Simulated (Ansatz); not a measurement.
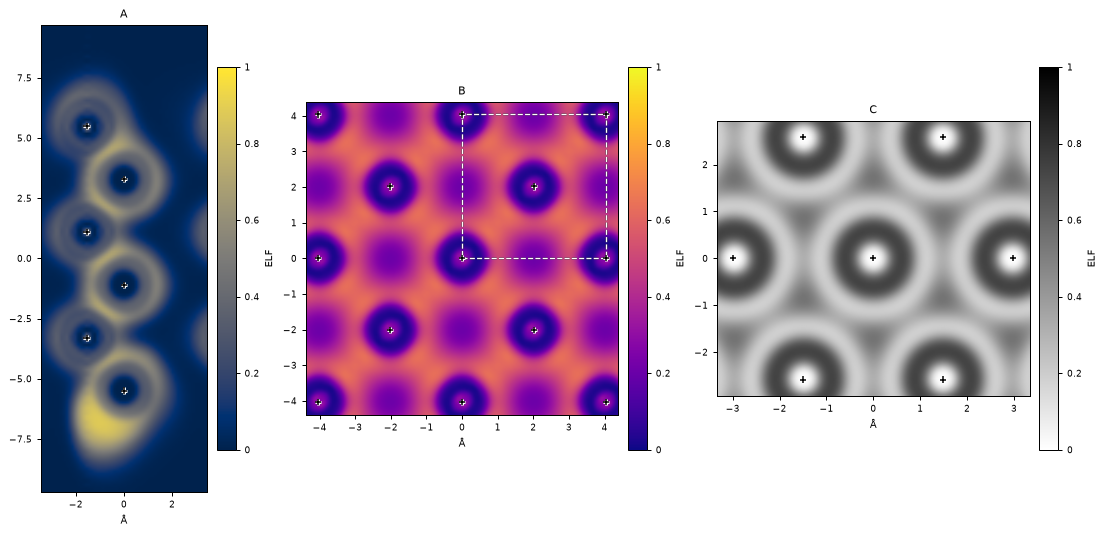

The ELF of 3 systems, each on a plane through atoms (crosses mark nuclei in the plane).

Computed with Ansatz 0.2.0, DFT PBE, scalar-relativistic, plane waves, PAW.

System 1: Ta, the (111) plane of the conventional cell. Space group Fm-3m; computed without spin polarisation.

System 2: Al, the (010) plane of the conventional cell. Space group Fm-3m; computed without spin polarisation.

System 3: GaSb (slab), the (100) plane of the calculation cell, a cut from vacuum to vacuum. Not relaxed (largest force 1.2 eV/Å).

> Which map belongs to which system?

Panel A is system 3, GaSb: the plane holds Sb and Ga. Ga–Sb (2.69 Å): the ELF is about 0.65 at the midpoint. Panel B is system 2, Al: the plane holds Al. Al–Al (2.86 Å): the ELF peaks at about 0.65 between the atoms. Panel C is system 1, Ta: the plane holds Ta. Ta–Ta (2.99 Å): the ELF is about 0.30 at the midpoint.
